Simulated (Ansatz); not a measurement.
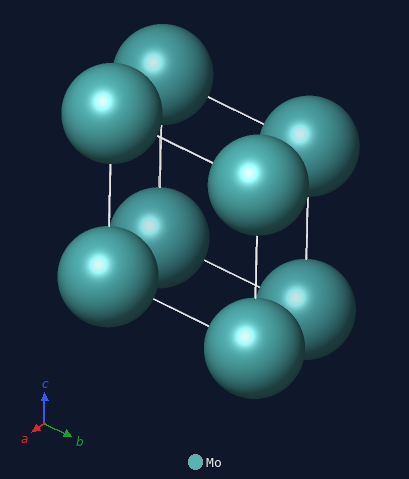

A spheres-only picture of a crystal structure, seen slightly off an axis. The frame is the unit cell; atoms at its boundary are shown with their periodic copies. Cell: a = 2.576 Å, b = 2.626 Å, c = 2.665 Å, α = 113.00°, β = 94.22°, γ = 95.02°.

State composition, symmetry and coordination.

The element is molybdenum. The cell holds one atom.

The structure was taken from a structure listed in the Materials Project. The cell was then strained or its atoms displaced on purpose. It was run through Ansatz as a DFT input.
